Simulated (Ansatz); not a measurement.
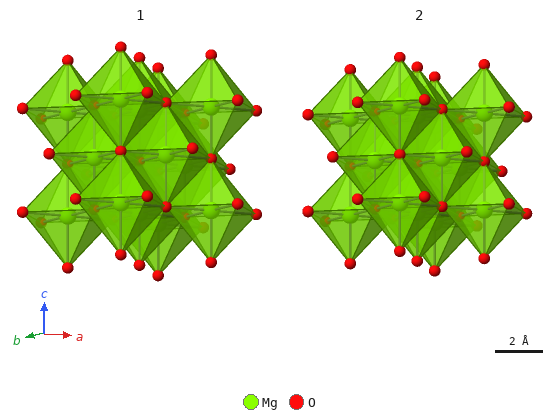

Two geometries of a crystal of MgO (a generated structure, set up in Fm-3m) (coarse preliminary run), drawn at one scale. One is the start of a relaxation, the other its converged end. Style: polyhedral. Shown: the conventional cell (4 times the calculation's cell), from a free direction. Lengths and directions refer to the drawn axes.

Method: DFT PBE, scalar-relativistic, plane waves, PAW (Ansatz 0.2.0). Settings: plane-wave cutoff 420 eV; k-point mesh 8 × 8 × 8; occupations gaussian; smearing width 0.1 eV; no spin polarisation; cell and atoms relaxed; force threshold 0.05 eV/Å; at most 60 steps.

### Which of the two is the end point?

Structure 2 is the relaxed one. Case: Ba → Mg on all its sites, cell and atoms relaxed. The energy falls by 161 meV per atom in 4 accepted moves (6 points after the start). All forces vanish by symmetry, so only the cell relaxes. The pressure goes from −20.02 to −0.02 GPa. At 2 points the geometry stayed and the basis and grid were re-selected for the new cell (energy shift of 2.7 meV per atom at most each time). The atoms keep their places relative to the cell (all moves are under 0.005 Å). The volume changes by −18.4 %, with a = b = c 4.553 → 4.254 Å (−6.6 %). Among the contacts that change: Mg–O 2.276 → 2.127 Å. The space group stays Fm-3m (No. 225). Cost: 3 s on 1 thread of Intel(R) Xeon(R) 6975P-C (Granite Rapids), with other jobs on the host, peak memory 0.33 GiB.
